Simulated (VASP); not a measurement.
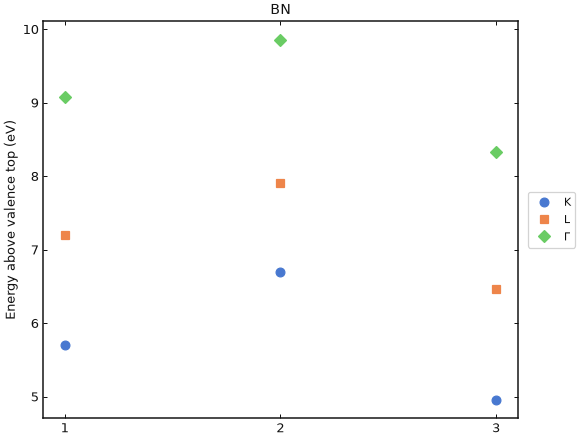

Lowest conduction level at each named k point, counted from the valence-band top at Γ, by several methods on one cell of wurtzite BN, space group P6_3mc, 4 atoms in the cell; a = 2.542 Å, c = 4.204 Å (hexagonal axes). All runs are without spin-orbit coupling and carry no moments.

**Which column is which method? They are r2SCAN, TB-mBJ and PBEsol.**

1 is r2SCAN; 2 is TB-mBJ; 3 is PBEsol.

| method | program | K (eV) | L (eV) | Γ (eV) |
| --- | --- | --- | --- | --- |
| PBEsol | VASP | 4.95 | 6.46 | 8.33 |
| r2SCAN | VASP | 5.70 | 7.20 | 9.08 |
| TB-mBJ | VASP | 6.69 | 7.91 | 9.86 |

**Does TB-mBJ shift these levels rigidly from PBEsol?**

The shifts are +1.74 eV at K, +1.45 eV at L and +1.53 eV at Γ, and at points that aren't plotted +1.35 eV (M), +1.26 eV (A) and +1.21 eV (H): over the named points that both runs hold, a spread of 0.53 eV on a mean of 1.42 eV, so one shift doesn't describe them.

Settings. PBEsol: VASP PAW PBE potentials, release 64 (B, N), 12×12×6 k mesh, 520 eV cutoff, Gaussian smearing of 0.02 eV (VASP 6.6.1). r2SCAN: VASP PAW PBE potentials, release 64 (B, N), 12×12×6 k mesh, 520 eV cutoff, Gaussian smearing of 0.02 eV (VASP 6.6.1). TB-mBJ: VASP PAW PBE potentials, release 64 (B, N), 12×12×6 k mesh, 520 eV cutoff, Gaussian smearing of 0.02 eV (VASP).

The PAW data sets were made with another functional. The usual form of BN is layered hexagonal. The cell was derived from a database entry in an earlier step, so it needn't be the measured one. LDA, GGA and most meta-GGA functionals understate gaps. TB-mBJ: this is a model potential built to give gaps, with no total energy.
